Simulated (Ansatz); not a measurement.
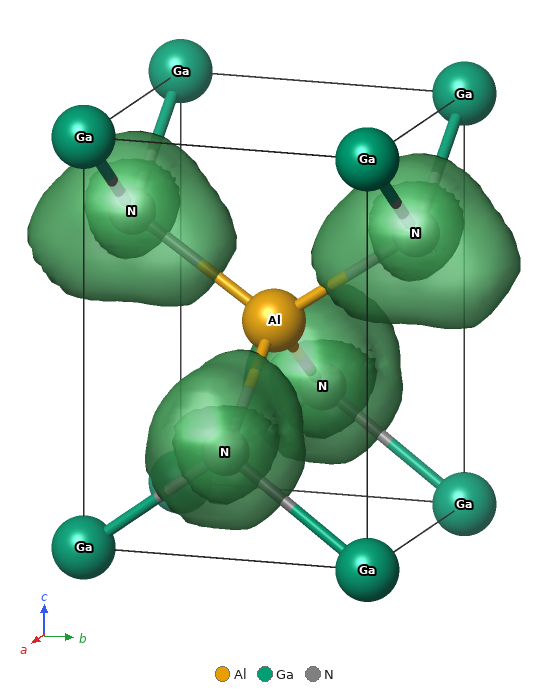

Figure. AlGaN₂. Isosurface of the ELF at 0.75 (green), seen slightly off an axis. Only the valence region is drawn (cores and ρ < 0.01 e/Å³ removed). Sticks mark near contacts.

Space group P-4m2; a structure from a database of computed crystals, not necessarily the ambient phase.

Method: DFT LDA, scalar-relativistic, plane waves, PAW in Ansatz.

Core electrons are frozen (PAW), and the valence fields are smoothed inside the atomic spheres.

Question: Where are the electrons localised?

Answer: The surface consists of two regions on N in which the atom's valence shell and bonds are merged, counted in one cell of 4 atoms. Regions shared between cells count once.

Values along the shortest contacts:
Al–N (1.88 Å): the ELF peaks at about 0.90 between the atoms, as expected for a polar covalent bond. Ga–N (1.93 Å): the ELF peaks at about 0.85 in the valence shell of N, 0.7 Å from its nucleus, and is about 0.45 at the midpoint.
